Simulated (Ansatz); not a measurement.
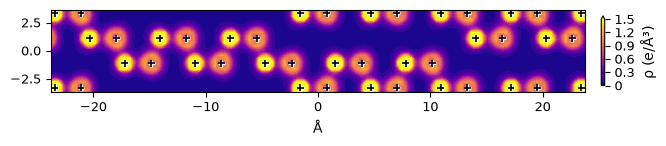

The valence electron density on a plane through atoms (crosses mark nuclei in the plane).

Theory: DFT, r2SCAN, plane-wave PAW, default files, scalar-relativistic, frozen cores (Ansatz 0.2.0).

Candidates:
A. ZnS, a = 3.83 Å, b = 3.83 Å, c = 46.88 Å, α = 90.00°, β = 90.00°, γ = 120.00°. Space group R3m.
B. SiO$_{2}$, a = 4.98 Å, b = 4.98 Å, c = 6.95 Å, α = 90.00°, β = 90.00°, γ = 90.00°. Space group P4₁2₁2; not relaxed (largest force 0.3 eV/Å); computed pressure about −4 GPa in this cell.

**Which candidate gave the map?**

Candidate A: ZnS on the (110) plane of the conventional cell, which holds Zn and S. Zn–S (2.34 Å): the density is about 0.51 e/Å³ at the midpoint.
